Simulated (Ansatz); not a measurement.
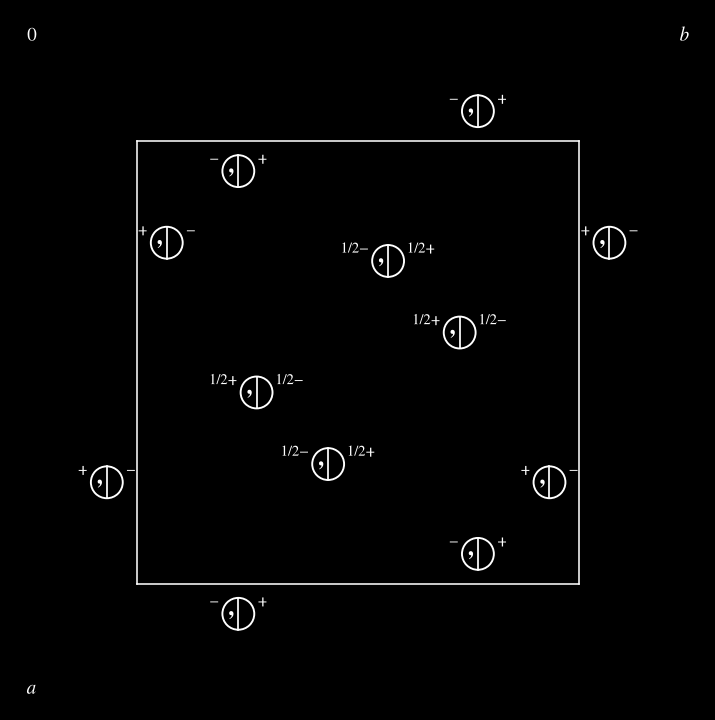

General positions of a space group, projected down c, computed from the operations of a computed or model structure of composition AlN, which need not be its known form.

A circle is a general position, a comma marks the mirror image, + and − with a fraction give the height (along the projection axis: ½+ is ½ plus the coordinate, − is its negative), and a split circle stands for two positions above each other.

Which space group is it?

Answer. No. 136, P4_2/mnm; primitive tetragonal, point group 4/mmm, 16 general positions a cell.

Write the general positions (in any order).

Answer. x, y, z
−x, −y, −z
−y+1/2, x+1/2, z+1/2
y+1/2, −x+1/2, −z+1/2
−x, −y, z
x, y, −z
y+1/2, −x+1/2, z+1/2
−y+1/2, x+1/2, −z+1/2
x+1/2, −y+1/2, −z+1/2
−x+1/2, y+1/2, z+1/2
−y, −x, −z
y, x, z
−x+1/2, y+1/2, −z+1/2
x+1/2, −y+1/2, z+1/2
y, x, −z
−y, −x, z
